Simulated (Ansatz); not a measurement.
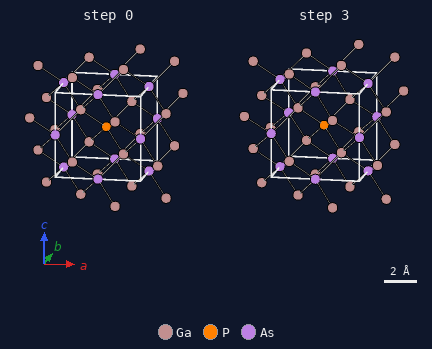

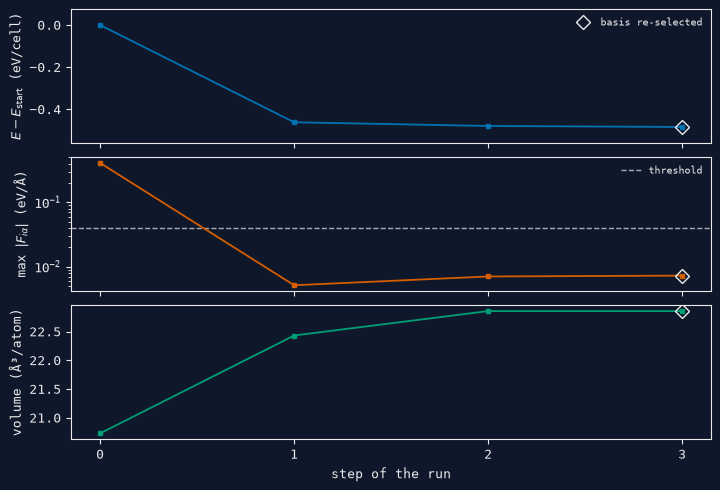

First and last geometry of a relaxation of crystalline Ga$_{4}$As$_{3}$P (a generated structure, set up in P-43m) (coarse preliminary run), with the history of the run. A ball-and-stick model of the cell of the calculation, seen slightly off an axis.

Level of theory: Ansatz, DFT PBE, scalar-relativistic, plane waves, PAW.

Input file:
```yaml
crystal:
  lattice:
    - [5.49410739, 0.0, 0.0]
    - [0.0, 5.49410739, 0.0]
    - [0.0, 0.0, 5.49410739]
  atoms:
    - { symbol: Ga, position: [0.75, 0.75, 0.75] }
    - { symbol: Ga, position: [0.75, 0.25, 0.25] }
    - { symbol: Ga, position: [0.25, 0.75, 0.25] }
    - { symbol: Ga, position: [0.25, 0.25, 0.75] }
    - { symbol: P, position: [0.5, 0.5, 0.5] }
    - { symbol: As, position: [0.0, 0.0, 0.5] }
    - { symbol: As, position: [0.0, 0.5, 0.0] }
    - { symbol: As, position: [0.5, 0.0, 0.0] }
basis:
  ecutwfc: 420
kpoints:
  mp_grid: { grid: [4, 4, 4] }
hamiltonian:
  xc: pbe
scf:
  occupations: { method: gaussian, width: 0.1 }
  lower_state_search: "off"
output:
  forces: true
  stress: true
  eigenvalues: true
relax:
  adjacent_minimum: "off"
  f_tol: 0.04
  max_steps: 70
  cell: { stress_tol: 0.4 }
```

Launched with:
```bash
ansatz run input.yaml --threads 1 --pin off --max-ram 2560MiB --backend cpu --events-out ev --progress --plain --runs-dir out
```

**What do the curves and the structures tell?**

It converged. The energy falls by 0.484 eV per cell of the calculation in 2 accepted moves (3 points after the start). The largest force component goes from 0.41 to 0.0072 eV/Å. The pressure goes from 8.47 to 0.24 GPa. At 1 point the geometry stayed and the basis and grid were re-selected for the new cell (energy shift of 4.6 meV per cell of the calculation at most each time). The largest moves relative to the cell, 0.045 Å, are those of Ga1, Ga2, Ga3 and Ga4. Ga1 goes along [−1 −1 −1]. As and P stay in place. The drawn cell changes as follows: a = b = c 5.494 → 5.676 Å (+3.3 %); the volume changes by +10.3 %. Near-neighbour distances that change, for instance: Ga1–As6 2.379 → 2.473 Å, Ga1–P5 2.379 → 2.413 Å. The space group stays P-43m (No. 215). The run took 40 s on 1 thread of Intel(R) Xeon(R) Platinum 8375C CPU @ 2.90GHz (Ice Lake), on a shared host, peak memory 0.51 GiB.

```tsv
step	E − E(0), meV/atom	largest force component, eV/Å	pressure, GPa	volume, Å³/atom	note
0	0.00	0.4099	8.47	20.730	
1	-57.67	0.0051	1.53	22.432	
2	-59.87	0.0070	0.23	22.856	
3	-60.44	0.0072	0.24	22.856	same geometry, new basis
```
